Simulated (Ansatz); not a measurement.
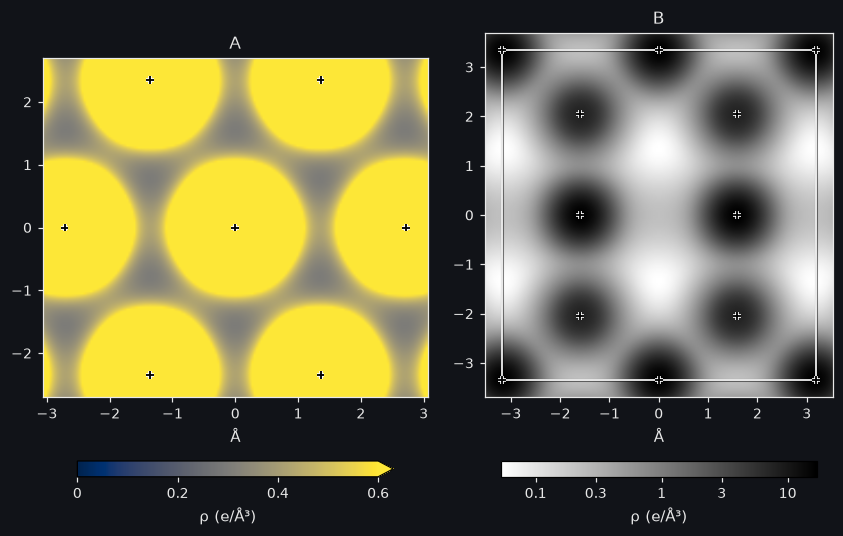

The valence pseudo-density of 2 systems, each on a plane through atoms (crosses mark nuclei in the plane).

Level of theory: Ansatz, Kohn-Sham DFT of a periodic cell, PBEsol, Ansatz PAW.

System 1: SnO2, the (001) plane of the conventional cell. Space group Imma; a structure from a database of computed crystals, not necessarily the ambient phase; computed pressure about 6 GPa in this cell.

System 2: Pt, the (111) plane of the conventional cell. Space group Fm-3m; computed pressure about 20 GPa in this cell.

```cif
data_structure
_symmetry_space_group_name_H-M 'P 1'
_symmetry_Int_Tables_number 1
_cell_length_a 3.8417
_cell_length_b 3.8417
_cell_length_c 3.8417
_cell_angle_alpha 90.000
_cell_angle_beta 90.000
_cell_angle_gamma 90.000
_cell_volume 56.70
loop_
_atom_site_label
_atom_site_type_symbol
_atom_site_fract_x
_atom_site_fract_y
_atom_site_fract_z
_atom_site_occupancy
Pt1 Pt 0.00000 0.00000 0.00000 1
Pt2 Pt 0.50000 0.50000 0.00000 1
Pt3 Pt 0.50000 0.00000 0.50000 1
Pt4 Pt 0.00000 0.50000 0.50000 1
```

### Match each panel to its system.

Panel A is system 2, Pt: the plane holds Pt. Pt–Pt (2.72 Å): the density is about 0.42 e/Å³ at the midpoint. Panel B is system 1, SnO2: the plane holds Sn and O. Sn–O (2.05 Å): ρ at the midpoint is about 0.68 e/Å³.
